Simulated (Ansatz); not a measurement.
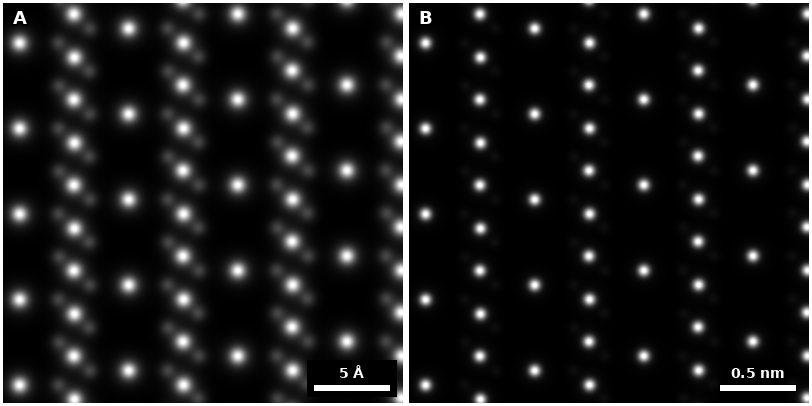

Two simulated images of the same area of Sn3O4 (C2/m, No. 12) along [010], with a probe of 0.62 Å. One is incoherent Z contrast (Z^1.7 per atom), the other the projected potential of neutral atoms blurred by the probe (iDPC-like, thin sample). Brightness is counted from the darkest point of the image. Structure: the end point of a relaxation with DFT PBE, scalar-relativistic, plane waves, PAW (Ansatz); the starting structure was generated, so it need not be a known form of this composition.

Question: Which panel is which, and how can one tell?

Answer: B is the Z-contrast image and A the potential image. The columns of 1 O per repeat reach about 5 % of the brightest peak (1 Sn) in B but about 27 % in A, mainly since the potential grows much more slowly with atomic number. The O columns show clearly in A alone.
